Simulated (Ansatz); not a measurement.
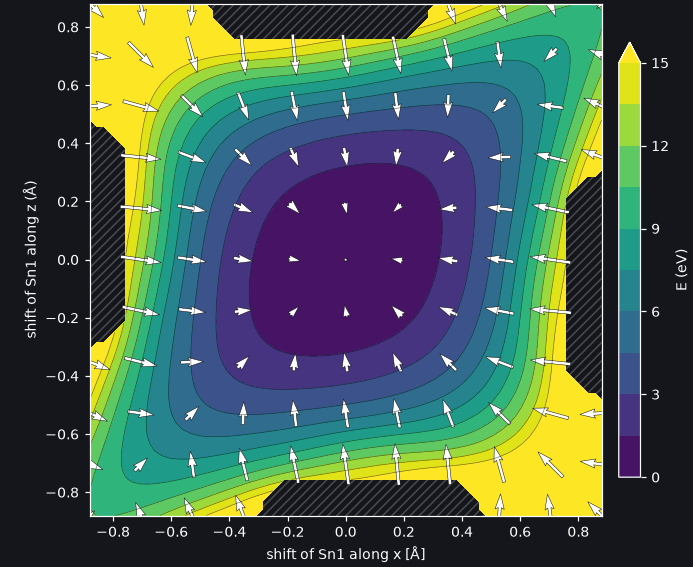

Energy landscape of SnO2 (Fd-3m, No. 227; 12 atoms in the cell). One atom moved over a plane, all else fixed (x, y and z along the cube axes). First axis: shift of Sn1 along x. Second axis: shift of Sn1 along z. Nothing is relaxed (all other atoms fixed). The grid has 11 × 11 points; 32 points were computed and 73 follow by symmetry. At 16 points there is no value (left out of the scan, as a rule where atoms come close). Points are written as (first, second). Energies are in eV per cell, from the lowest grid point. The band gap closes in part of the range. Computed with Ansatz, DFT LDA, scalar-relativistic, plane waves, PAW. Settings: cutoff 420 eV, k-mesh 6×6×6, gaussian smearing 0.05 eV, no spin polarisation.

In the figure: filled contours, arrows along the force (downhill), their lengths compressed, one colour for all values above the top of the scale, hatched blanks where no value was computed. Between grid points the surface is interpolated. 

Where are the wells?

The lowest grid point is at (0.000 Å, 0.000 Å). No other kind of well shows on this grid. The highest grid point, (−0.880 Å, 0.880 Å), lies 31.4 eV above the lowest. Near the minimum the curvatures are about 18 and 26 eV/Å² along the soft and the stiff direction.

The values on the grid:

| shift of Sn1 along z ↓, shift of Sn1 along x → | −0.880 | −0.704 | −0.528 | −0.352 | −0.176 | 0.000 | 0.176 | 0.352 | 0.528 | 0.704 | 0.880 |
| --- | --- | --- | --- | --- | --- | --- | --- | --- | --- | --- | --- |
| 0.880 | 31.4 | 27.6 | 27.5 | – | – | – | – | 18.4 | 14.0 | 11.1 | 10.6 |
| 0.704 | 27.6 | 19.7 | 16.1 | 14.7 | 13.7 | 12.5 | 10.9 | 9.1 | 7.9 | 8.3 | 11.1 |
| 0.528 | 27.5 | 16.1 | 10.4 | 7.6 | 6.2 | 5.3 | 4.7 | 4.4 | 5.2 | 7.9 | 14.0 |
| 0.352 | – | 14.7 | 7.6 | 4.1 | 2.6 | 1.9 | 1.7 | 2.4 | 4.4 | 9.1 | 18.4 |
| 0.176 | – | 13.7 | 6.2 | 2.6 | 0.9 | 0.4 | 0.6 | 1.7 | 4.7 | 10.9 | – |
| 0.000 | – | 12.5 | 5.3 | 1.9 | 0.4 | 0.0 | 0.4 | 1.9 | 5.3 | 12.5 | – |
| −0.176 | – | 10.9 | 4.7 | 1.7 | 0.6 | 0.4 | 0.9 | 2.6 | 6.2 | 13.7 | – |
| −0.352 | 18.4 | 9.1 | 4.4 | 2.4 | 1.7 | 1.9 | 2.6 | 4.1 | 7.6 | 14.7 | – |
| −0.528 | 14.0 | 7.9 | 5.2 | 4.4 | 4.7 | 5.3 | 6.2 | 7.6 | 10.4 | 16.1 | 27.5 |
| −0.704 | 11.1 | 8.3 | 7.9 | 9.1 | 10.9 | 12.5 | 13.7 | 14.7 | 16.1 | 19.7 | 27.6 |
| −0.880 | 10.6 | 11.1 | 14.0 | 18.4 | – | – | – | – | 27.5 | 27.6 | 31.4 |

Each point was launched as `ansatz run input.yaml --threads 4 --pin off --max-ram 8192MiB --backend cpu --events-out ev --progress --plain --runs-dir out`. Time for the 32 points that were run: 14 min on 4 threads of AMD EPYC 7R43 64-Core Processor (Zen 3), on a shared host.

PAW datasets: the set soft_1.
